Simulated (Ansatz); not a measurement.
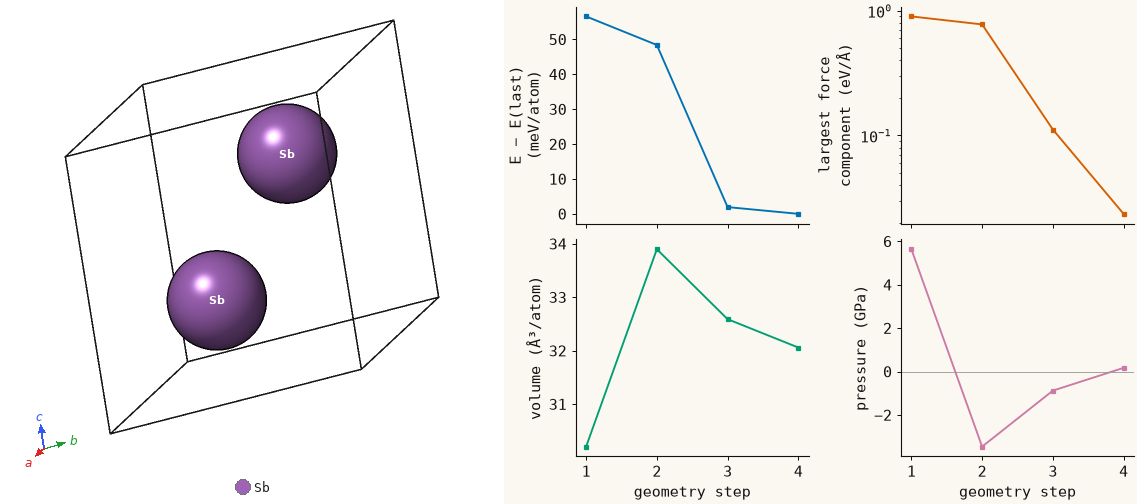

Beside the plot: the structure at the start.

History of a geometry optimisation. Atoms and cell relax. A closing SCF on a freshly chosen basis isn't drawn.

Sb (R-3m, 2 atoms in the cell); DFT PBE, scalar-relativistic, plane waves, PAW in Ansatz 0.2.0; cutoff 600 eV, 6×6×6 k-mesh, Gaussian smearing of 0.05 eV.

Q: How did the optimisation end?

A: The optimisation met its thresholds at geometry 4, counting the start as the first. The energy fell by about 57 meV/atom from the first step to the last. The largest force component goes from about 0.9 eV/Å at the start to 0.024 eV/Å at the end.

Q: What happens to the cell?

A: The volume grows from 30.2 to 32.1 Å³ per atom (+6 %), overshooting to 33.9 at step 2, as the pressure goes from 5.6 GPa to 0.17 GPa. The start was compressed.
